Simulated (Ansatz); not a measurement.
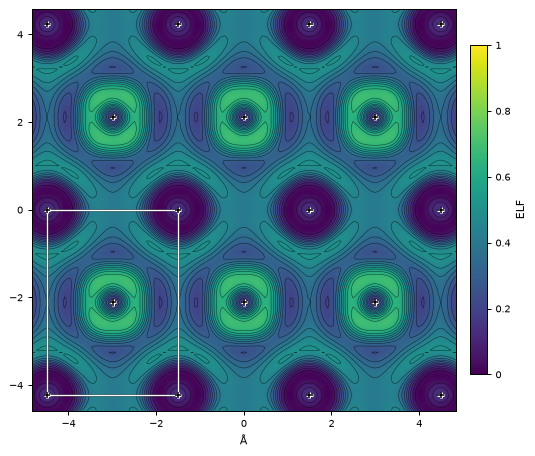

The ELF on a plane through atoms (crosses mark nuclei in the plane).

The calculation used DFT PBEsol, scalar-relativistic, plane waves, PAW in Ansatz 0.2.0.

Candidates:
A. AlRu, a = 2.99 Å, b = 2.99 Å, c = 2.99 Å, α = 90.00°, β = 90.00°, γ = 90.00°. Space group Pm-3m; computed pressure about −3 GPa in this cell; computed without spin polarisation.
B. P, a = 4.82 Å, b = 5.24 Å, c = 5.31 Å, α = 91.44°, β = 91.87°, γ = 95.41°. Space group P1; a structure from a database of computed crystals, not necessarily the ambient phase; changed on purpose from its base cell (all atoms moved at random (sigma 0.03 A a component), cell strained at random (sigma 0.03)); not relaxed (largest force 1.5 eV/Å); computed pressure about −4 GPa in this cell.
C. WSe$_{2}$, a = 3.32 Å, b = 3.32 Å, c = 16.66 Å, α = 90.00°, β = 90.00°, γ = 120.00°. Space group P-6m2; a structure from a database of computed crystals, not necessarily the ambient phase.

Which candidate gave the map?

Answer. Candidate A: AlRu on the (11̄0) plane of the conventional cell, which holds Al and Ru. Al–Ru (2.59 Å): the ELF is about 0.40 at the midpoint.
